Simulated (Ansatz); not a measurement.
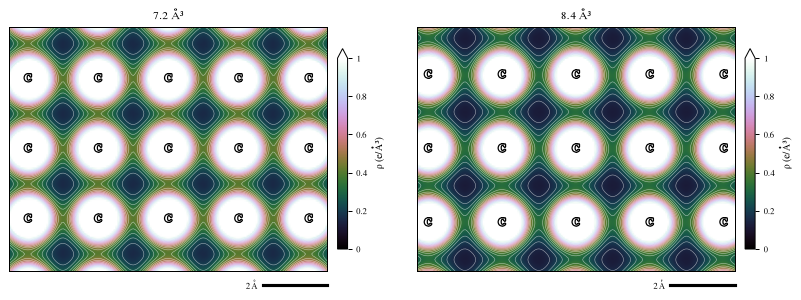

C. The valence pseudo-density of cells scaled evenly to different volumes (given per atom above each panel), on the (110) plane of each (indices in the axes of the cell below), at one length scale and on one colour scale.

A generated structure, not necessarily the stable one.

Method: DFT, RPBE, plane waves (420 eV) with PAW, scalar-relativistic (Ansatz).

In a PAW calculation such maps are meaningful between the atoms, not at the nuclei.

The largest cell:

```cif
data_structure
_symmetry_space_group_name_H-M 'P 1'
_symmetry_Int_Tables_number 1
_cell_length_a 2.2800
_cell_length_b 2.2800
_cell_length_c 2.2800
_cell_angle_alpha 60.000
_cell_angle_beta 60.000
_cell_angle_gamma 60.000
_cell_volume 8.38
loop_
_atom_site_label
_atom_site_type_symbol
_atom_site_fract_x
_atom_site_fract_y
_atom_site_fract_z
_atom_site_occupancy
C1 C 0.00000 0.00000 0.00000 1
```

| volume (Å³/atom) | C–C contact in the plane (Å) | ρ at its midpoint (e/Å³) | pressure (GPa) | 
| --- | --- | --- | --- |
| 7.18 | 2.166 | 0.405 | 6.0 | 
| 8.08 | 2.253 | ? | ? | 
| 8.38 | 2.280 | 0.323 | −13.2 | 

**Estimate the missing row, and compare with the calculation.**

Over the known rows ln ρ falls by 1.98 per Å of C–C distance (the line through the two), which gives 0.341 e/Å³ at 2.253 Å; the calculation gives 0.341 e/Å³. For the pressure, a straight line in volume between the neighbouring rows gives −8.4 GPa; the calculation gives −9.6, lower because pressure rises ever faster on compression.
